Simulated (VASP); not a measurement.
# Single-point calculation of Cu (part 2 of 2)

The same run, continued: Cu (P6₃/mmc, 4 atoms in the cell); Kohn-Sham DFT of a periodic cell, PBE, VASP PAW PBE potentials, recommended, no spin polarisation (VASP 6.6.1); cutoff 520 eV, 18×18×6 k-mesh, Gaussian smearing of 0.1 eV. The structure derives from a Materials Project entry.

Geometry of the input (Å; fractional positions):
```
2.5670  0.0000  0.0000
-1.2835  2.2231  0.0000
0.0000  0.0000  8.3866
Cu 0.0000  0.0000  0.0000
Cu 0.3333  0.6667  0.2500
Cu 0.0000  0.0000  0.5000
Cu 0.6667  0.3333  0.7500
```

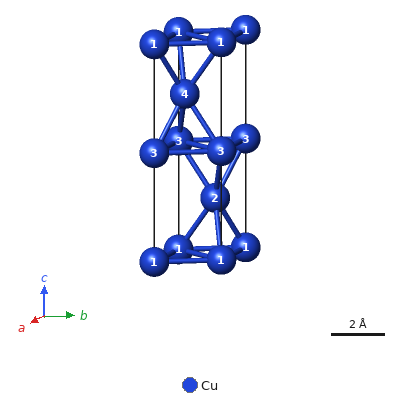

*The input geometry (ball-and-stick view of the cell of the calculation, seen slightly off an axis; atoms are numbered from 1 in the order of the input). An atom can appear more than once, as a periodic image.*

Parts of OUTCAR, continued
```
   AEXX    =    0.0000 exact exchange contribution
   IVDW    =     0    specifies the selected vdW correction
   LEPSILON=     F    determine dielectric tensor
   LRPA    =     F    only Hartree local field effects (RPA)
 non-spin polarized calculation
 RMM-DIIS sequential band-by-band and
 Gauss-broadening in eV      SIGMA  =   0.10
  energy-cutoff  :      520.00
  volume of cell :       47.86
 maximum number of plane-waves:      1316
 NGX is ok and might be reduce to    20
   NGX =  9   NGY =  9   NGZ = 31

 number of electron      44.0000026 magnetization

 Free energy of the ion-electron system (eV)
  ---------------------------------------------------
  ext. energy  EPLUGINS =         0.00000000
  ---------------------------------------------------
  free energy    TOTEN  =       -14.89623288 eV

  energy without entropy =      -14.88913748  energy(sigma->0) =      -14.89268518

 E-fermi :   7.3809     XC(G=0): -12.6500     alpha+bet :-13.2504

 val. band max:        7.3790825086   @ k =   0.2778   0.1667   0.0000
 cond. band min:       7.4045576190   @ k =   0.2222   0.2222   0.0000
 fundamental gap:      0.0254751105
 Fermi energy:         7.3809115970

 k-point     1 :       0.0000    0.0000    0.0000
  band No.  band energies     occupation
      1      -1.8273      2.00000
      2       0.2720      2.00000
      3       0.2803      2.00000
      4       2.4205      2.00000
      5       4.1973      2.00000
      6       4.2000      2.00000
      7       4.4172      2.00000
      8       4.4172      2.00000
      9       4.4243      2.00000
     10       4.4243      2.00000
     11       4.4358      2.00000
     12       4.6013      2.00000
     13       4.6013      2.00000
     14       4.6277      2.00000
     15       4.6277      2.00000
     16       5.0936      2.00000
     17       5.0936      2.00000
     18       5.3324      2.00000
     19       5.3324      2.00000
     20       5.4869      2.00000
     21       5.4869      2.00000
     22       5.7651      2.00000
     23       5.7651      2.00000
     24       6.4585      2.00000
     25      11.1123      0.00000
     26      19.7550      0.00000
     27      19.7557      0.00000
     28      28.5252      0.00000
     29      29.0969      0.00000
     30      29.5679      0.00000

 k-point     2 :       0.0556    0.0000    0.0000
  band No.  band energies     occupation
      1      -1.7282      2.00000
      2       0.3610      2.00000
      3       0.3692      2.00000
      4       2.4793      2.00000
      5       4.1475      2.00000
      6       4.1762      2.00000
      7       4.3921      2.00000
      8       4.3949      2.00000
      9       4.4283      2.00000
     10       4.4493      2.00000
     11       4.4510      2.00000
     12       4.6037      2.00000
     13       4.6345      2.00000
     14       4.6437      2.00000
     15       4.6586      2.00000
     16       5.0422      2.00000
     17       5.0657      2.00000
     18       5.3423      2.00000
     19       5.3619      2.00000
     20       5.4442      2.00000
     21       5.4835      2.00000
     22       5.5106      2.00000
     23       5.7692      2.00000
     24       6.9201      2.00000
     25      11.1387      0.00000
     26      19.8333      0.00000
     27      19.8341      0.00000
     28      26.8088      0.00000
     29      27.9247      0.00000
     30      28.1483      0.00000

 k-point     3 :       0.1111    0.0000    0.0000
  band No.  band energies     occupation
      1      -1.4335      2.00000
      2       0.6216      2.00000
      3       0.6295      2.00000
      4       2.6452      2.00000
      5       4.0363      2.00000
      6       4.1148      2.00000
      7       4.3080      2.00000
      8       4.3173      2.00000
      9       4.3879      2.00000
     10       4.5239      2.00000
     11       4.5412      2.00000
     12       4.6170      2.00000
     13       4.6854      2.00000
     14       4.7317      2.00000
     15       4.7484      2.00000
     16       4.8285      2.00000
     17       5.0014      2.00000
     18       5.0738      2.00000
     19       5.3601      2.00000
     20       5.4757      2.00000
     21       5.5153      2.00000
     22       5.5827      2.00000
     23       5.7806      2.00000
     24       7.7058      0.00000
     25      11.2234      0.00000
     26      20.0650      0.00000
     27      20.0651      0.00000
     28      24.1083      0.00000
     29      26.0344      0.00000
     30      26.0459      0.00000

 k-point     4 :       0.1667    0.0000    0.0000
  band No.  band energies     occupation
      1      -0.9525      2.00000
      2       1.0310      2.00000
      3       1.0385      2.00000
      4       2.8829      2.00000
      5       3.9138      2.00000
      6       4.0279      2.00000
      7       4.1604      2.00000
      8       4.2058      2.00000
      9       4.3274      2.00000
     10       4.5137      2.00000
     11       4.6028      2.00000
     12       4.6139      2.00000
     13       4.6778      2.00000
     14       4.7862      2.00000
     15       4.8843      2.00000
     16       4.8895      2.00000
     17       4.9402      2.00000
     18       4.9409      2.00000
     19       5.3766      2.00000
     20       5.4706      2.00000
     21       5.6675      2.00000
     22       5.6998      2.00000
     23       5.7967      2.00000
     24       8.6149      0.00000
     25      11.3819      0.00000
     26      20.3967      0.00000
     27      20.4298      0.00000
     28      21.5043      0.00000
     29      23.4910      0.00000
     30      23.5409      0.00000

 k-point     5 :       0.2222    0.0000    0.0000
  band No.  band energies     occupation
      1      -0.3042      2.00000
      2       1.5376      2.00000
      3       1.5444      2.00000
      4       3.1184      2.00000
      5       3.8168      2.00000
      6       3.8798      2.00000
      7       3.9867      2.00000
      8       4.0780      2.00000
      9       4.3266      2.00000
     10       4.3632      2.00000
     11       4.5607      2.00000
     12       4.6471      2.00000
     13       4.8300      2.00000
     14       4.8460      2.00000
     15       4.9452      2.00000
     16       4.9556      2.00000
     17       5.0664      2.00000
     18       5.0824      2.00000
     19       5.4024      2.00000
     20       5.4833      2.00000
     21       5.8140      2.00000
     22       5.8368      2.00000
     23       5.8529      2.00000
     24       9.6251      0.00000
     25      11.6354      0.00000
     26      18.8442      0.00000
     27      20.5621      0.00000
     28      20.9406      0.00000
     29      21.1113      0.00000
     30      21.4681      0.00000

 [... the levels of 18 k-points are left out ...]

 k-point    24 :       0.3889    0.1111    0.0000
  band No.  band energies     occupation
      1       2.5689      2.00000
      2       2.7252      2.00000
      3       2.9736      2.00000
      4       3.2019      2.00000
      5       3.5129      2.00000
      6       3.5334      2.00000
      7       3.6467      2.00000
      8       4.1128      2.00000
      9       4.1664      2.00000
     10       4.3836      2.00000
     11       4.6883      2.00000
     12       4.8883      2.00000
     13       5.1049      2.00000
     14       5.2822      2.00000
     15       5.3103      2.00000
     16       5.6690      2.00000
     17       5.6981      2.00000
     18       5.7484      2.00000
     19       5.8291      2.00000
     20       5.8985      2.00000
     21       7.0657      1.99999
     22       8.1500      0.00000
     23       8.1776      0.00000
     24      10.2853      0.00000
     25      12.7097      0.00000
     26      12.7713      0.00000
     27      15.3065      0.00000
     28      15.5939      0.00000
     29      17.9147      0.00000
     30      18.8249      0.00000

 [... further k-points ...]

------------------------ aborting loop because EDIFF is reached ----------------------------------------

  FORCE on cell =-STRESS in cart. coord.  units (eV):
  Direction    XX          YY          ZZ          XY          YZ          ZX
  --------------------------------------------------------------------------------------
  -------------------------------------------------------------------------------------
  Total        0.1923761      0.1923761      0.1892687      0.0000000     -0.0000000      0.0000000
  in kB        6.4399375      6.4399375      6.3359135      0.0000000     -0.0000000      0.0000000
  external PRESSURE =       6.4052628 kB  Pullay stress =       0.0000000 kB

 VOLUME and BASIS-vectors are now :
 -----------------------------------------------------------------------------
  energy-cutoff  :      520.00
  volume of cell :       47.86
      direct lattice vectors                 reciprocal lattice vectors
     2.567041290  0.000000000  0.000000000     0.389553531  0.224908836  0.000000000
    -1.283520645  2.223122970  0.000000000     0.000000000  0.449817673  0.000000000
     0.000000000  0.000000000  8.386557514     0.000000000  0.000000000  0.119238436

 POSITION                                       TOTAL-FORCE (eV/Angst)
 -----------------------------------------------------------------------------------
      0.00000      0.00000      0.00000        -0.000000      0.000000      0.000000
     -0.00000      1.48208      2.09664         0.000000      0.000000     -0.000000
      0.00000      0.00000      4.19328        -0.000000      0.000000      0.000000
      1.28352      0.74104      6.28992        -0.000000      0.000000     -0.000000
 -----------------------------------------------------------------------------------
    total drift:                                0.000000     -0.000000      0.000000

  FREE ENERGIE OF THE ION-ELECTRON SYSTEM (eV)
  ---------------------------------------------------
  free  energy   TOTEN  =       -14.8962328801 eV

  energy  without entropy=      -14.8891374829  energy(sigma->0) =      -14.89268518
```

CONTCAR
```
Cu
   1.00000000000000
     2.5670412900000001    0.0000000000000000    0.0000000000000000
    -1.2835206450000001    2.2231229696999999    0.0000000000000000
     0.0000000000000000    0.0000000000000000    8.3865575142999997
  Cu
     4
Direct
     0.0000000000000000    0.0000000000000000    0.0000000000000000
     0.3333333332999970    0.6666666667000030    0.2500000000000000
     0.0000000000000000    0.0000000000000000    0.5000000000000000
     0.6666666667000030    0.3333333332999970    0.7500000000000000

  0.00000000E+00  0.00000000E+00  0.00000000E+00
  0.00000000E+00  0.00000000E+00  0.00000000E+00
  0.00000000E+00  0.00000000E+00  0.00000000E+00
  0.00000000E+00  0.00000000E+00  0.00000000E+00
```
